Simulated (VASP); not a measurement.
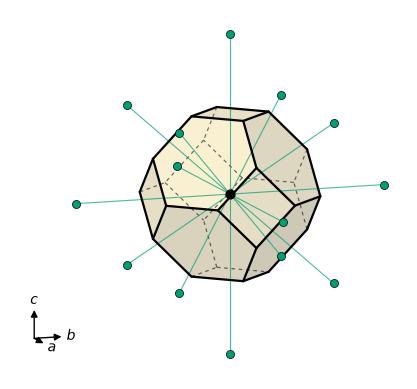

Crystal: Ti, an entry of the Crystallography Open Database, as set up for an electronic-structure calculation. The Wigner–Seitz cell of the crystal's lattice, with lines to the lattice points that define its faces. All values are computed from the atomic coordinates in the standard setting (tolerance 0.002 Å).

a = 3.282 Å, b = 3.282 Å, c = 3.282 Å, α = 90.00°, β = 90.00°, γ = 90.00°; space group Im-3m, No. 229.

### What is the cell's combinatorial type?

A truncated octahedron: 14 faces (6 with 4 edges, 8 with 6 edges), 36 edges, 24 vertices. Its volume is that of the primitive cell, 17.7 Å³.

### Which lattice vectors do the faces bisect?

| example | length (Å) | faces | edges of each | area (Å²) |
| --- | --- | --- | --- | --- |
| 1/2 a + 1/2 b + 1/2 c | 2.84 | 8 | 6 | 3.5 |
| a | 3.28 | 6 | 4 | 1.3 |
